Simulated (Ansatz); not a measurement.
System: Na₂S, space group Fm-3m (No. 225).

Structure:
```
CELL_PARAMETERS angstrom
0.00000 3.26300 3.26300
3.26300 0.00000 3.26300
3.26300 3.26300 0.00000
ATOMIC_POSITIONS crystal
Na 0.25000 0.25000 0.25000
Na 0.75000 0.75000 0.75000
S 0.00000 0.00000 0.00000
```

Input of one of the runs behind the figure:
```
crystal:
  lattice:
    - [0.0, 3.263, 3.263]
    - [3.263, 0.0, 3.263]
    - [3.263, 3.263, 0.0]
  atoms:
    - { symbol: Na, position: [0.25, 0.25, 0.25] }
    - { symbol: Na, position: [0.75, 0.75, 0.75] }
    - { symbol: S, position: [0.0, 0.0, 0.0] }
kpoints:
  mp_grid: { grid: [8, 8, 8] }
  band_path:
    path:
      - [0.0, 0.0, 0.0]
      - [0.5, 0.0, 0.5]
      - [0.625, 0.25, 0.625]
      - [0.375, 0.375, 0.75]
      - [0.0, 0.0, 0.0]
      - [0.5, 0.5, 0.5]
      - [0.5, 0.25, 0.75]
      - [0.5, 0.0, 0.5]
    npoints: 8
scf:
  occupations: { method: fermi_dirac, width: 0.02 }
hamiltonian:
  xc: pbesol
  pseudopotentials: { kind: all_electron, datasets: crystal }
output:
  forces: true
  stress: true
  eigenvalues: true
  efg: { contact_densities: true }
```

Command:
```bash
ansatz run input.yaml --threads 1 --pin off --max-ram 4096MiB --backend cpu --events-out ev --progress --plain --runs-dir out
```

Calculation (Ansatz 0.2.0): periodic Kohn-Sham DFT of a crystal at fixed atoms, scaled to the stated factor times the given cell; pressure positive in compression. Level: PBEsol.

method all-electron PAW; relativity scalar; k mesh 8×8×8; occupations Fermi–Dirac; smearing width 0.02 eV; nucleus Gaussian.

V(given) is 23.16 Å³/atom.

Describe the result: the pressure against V/V(given). The V/V(given) takes the values 0.94, 0.98, 1.00, 1.01, 1.04.

The pressure falls from 1.666 GPa at V/V(given) 0.94 to −1.332 GPa at 1.04, and changes sign near 0.99. The volume at zero pressure from a fit of the pressures is 22.9 Å³/atom. The bulk modulus from that fit is 29.6 GPa.

```csv
V/V(given),pressure (GPa)
0.94,1.666
0.98,0.271
1.00,-0.322
1.01,-0.594
1.04,-1.332
```

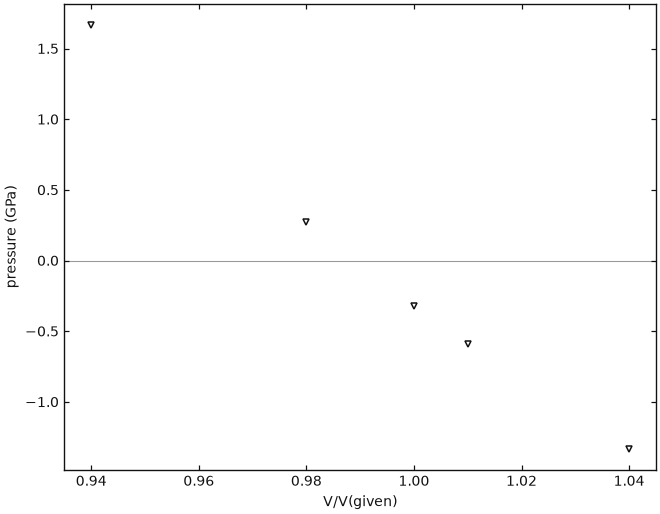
